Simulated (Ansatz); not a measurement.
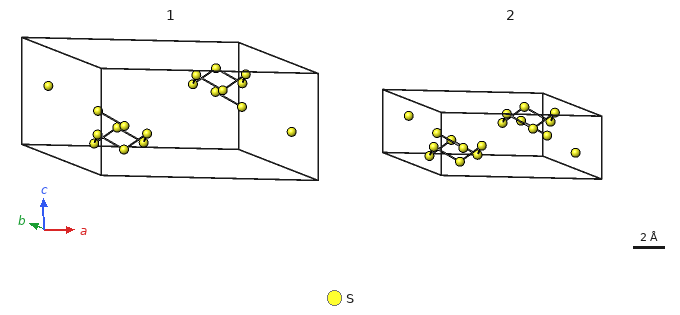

Two geometries of crystalline S (set up in R-3), drawn at one scale. One is the start of a relaxation, the other its converged end. Style: ball-and-stick. Shown: the conventional cell (3 times the calculation's cell), slightly off an axis. Lengths and directions refer to the drawn axes.

Theory: DFT, BLYP, plane waves (420 eV) with PAW, scalar-relativistic in Ansatz 0.2.0. Settings: plane-wave cutoff 420 eV; k-point mesh 5 × 5 × 5; occupations fermi dirac; smearing width 0.05 eV; no spin polarisation; cell and atoms relaxed; force threshold 0.01 eV/Å; at most 60 steps.

Which geometry has the lower energy?

Answer. Structure 1 is the relaxed one. Phase: rhombohedral S6. The largest moves relative to the cell, 0.69 Å, are those of S atoms. The volume changes by +210.3 %, with a = b 10.766 → 14.546 Å (+35.1 %), c 4.225 → 7.181 Å (+70.0 %). Near-neighbour distances that change, for instance: S–S 2.067 → 2.109 Å. The space group stays R-3 (No. 148). The energy falls by 112 meV per atom in 24 accepted moves (30 points after the start). Largest force component: 0.54 eV/Å at the start, 0.0059 eV/Å at the end. Pressure: 5.70 GPa at the start and 0.03 GPa at the end. The line search rejected the trial steps at points 11, 22 of the run. At 4 points the geometry stayed and the basis and grid were re-selected for the new cell (energy shift of 7.1 meV per atom at most each time). The run took 55 s on 2 threads of Intel(R) Xeon(R) 6975P-C (Granite Rapids), on a shared host, peak memory 0.79 GiB.
